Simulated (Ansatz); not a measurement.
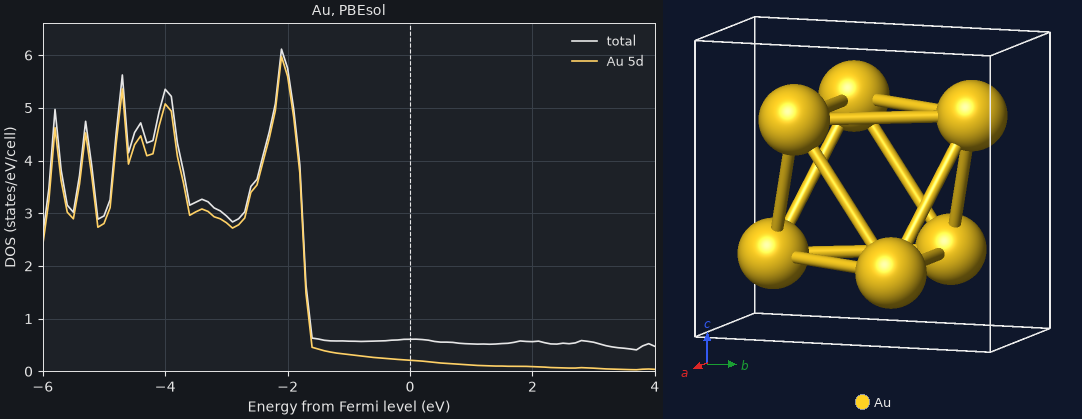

Density of states, beside the structure. Energies are counted from the Fermi level. The partial curves are projected on Löwdin-orthogonalised atomic shells; they sum to less than the total at higher energies, where shells without a projector contribute.

Calculation on Au, space group Cmcm, 2 atoms in the cell.

Computed with Ansatz: DFT PBEsol, scalar-relativistic, plane waves, PAW, no spin polarisation, 16×16×10 k mesh, Gaussian smearing of 0.1 eV.

### What is the density of states at the Fermi level?

It is a metal. The density of states at the Fermi level is about 0.6 per eV and cell (mean within 0.25 eV), or 0.3 per atom.

### What carries the states at the Fermi level?

By projected weight, the states within 0.3 eV of the Fermi level are Au 5d (45 %); the projections cover about 75 % of the total there.

Spin-orbit coupling is left out, which matters for Au.
